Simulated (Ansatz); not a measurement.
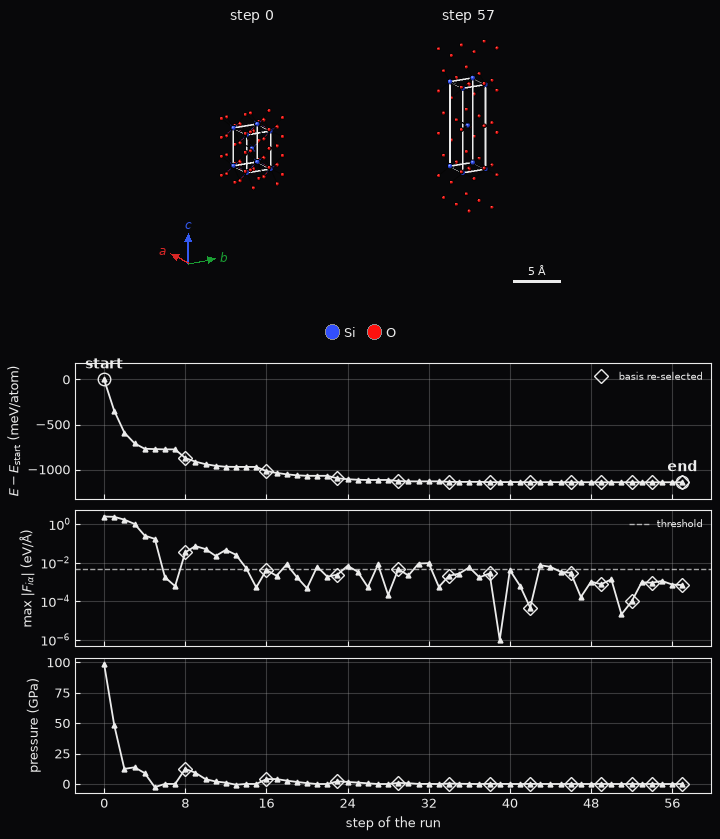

First and last geometry of a relaxation of solid SiO2 (built on the tetragonal host type), with the history of the run. A ball-and-stick model of the cell of the calculation, seen from a free direction.

These are results of Ansatz 0.2.0, DFT, PBE, plane waves, PAW, not measurements. Set-up: plane-wave cutoff 420 eV; k-point mesh 8 × 8 × 6; occupations fermi dirac; smearing width 0.02 eV; no spin polarisation; cell and atoms relaxed; force threshold 0.005 eV/Å.

Question: Did the run converge, and what did it change?

Answer: It converged. Over 45 accepted moves (57 points after the start) the energy falls by 1142 meV per atom. Largest force component: 2.5 eV/Å at the start, 0.00069 eV/Å at the end. The pressure goes from 98.87 to 0.02 GPa. At 12 points the geometry stayed and the basis and grid were re-selected for the new cell (energy shift of 96.0 meV per atom at most each time). The largest moves relative to the cell, 1.05 Å, are those of O atoms. Si stays in place. Cell: a = b 2.972 → 2.836 Å (−4.6 %), c 4.313 → 9.615 Å (+122.9 %). Volume +103.1 %. Among the contacts that change: O–Si 1.975 → 4.197 Å, Si–Si 3.011 → 5.209 Å, O–Si 1.714 → 1.657 Å. Bonds break: O–Si (1.98 → 4.20 Å). Among the angles between lasting bonds that change: O–Si–O 120.2° → 117.7°, Si–O–Si 120.2° → 117.7°. The space group stays P4_2/nmc (No. 137).

```
step  E − E(0), meV/atom  largest force component, eV/Å  pressure, GPa  volume, Å³/atom                      note
   0                0.00                         2.5057          98.87            6.349                          
   1             -347.83                         2.4083          48.39            6.941                          
   2             -590.14                         1.7165          12.40            7.579                          
   3             -708.90                         1.0320          13.73            7.674                          
   4             -769.53                         0.2574           8.98            7.987                          
   5             -773.25                         0.1729          -2.60            8.242                          
   6             -776.18                         0.0018           0.07            8.183                          
   7             -776.17                         0.0006           0.00            8.184                          
   8             -872.16                         0.0345          12.42            8.184  same geometry, new basis
   9             -912.56                         0.0735           9.26            8.451                          
  10             -940.65                         0.0512           3.97            8.744                          
  12             -969.42                         0.0467           1.12            9.146                          
  15             -971.09                         0.0005          -0.01            9.247                          
  17            -1037.73                         0.0021           4.06            9.411                          
  20            -1069.87                         0.0005           0.74           10.008                          
  22            -1069.84                         0.0019           0.01           10.121                          
  25            -1113.67                         0.0034           1.17           10.538                          
  27            -1115.95                         0.0081          -0.01           10.899                          
  30            -1131.44                         0.0022           0.65           11.154                          
  32            -1131.43                         0.0095           0.10           11.549                          
  35            -1137.81                         0.0027           0.19           11.781                          
  37            -1137.06                         0.0017          -0.01           11.997                          
  40            -1139.28                         0.0041           0.03           12.314                          
  42            -1141.10                         0.0000           0.08           12.309  same geometry, new basis
  45            -1140.35                         0.0034           0.00           12.530                          
  47            -1141.20                         0.0002           0.03           12.611                          
  50            -1141.28                         0.0014           0.02           12.776                          
  52            -1141.70                         0.0001           0.02           12.790  same geometry, new basis
  55            -1141.53                         0.0011          -0.01           12.906                          
  57            -1141.74                         0.0007           0.02           12.893  same geometry, new basis
```
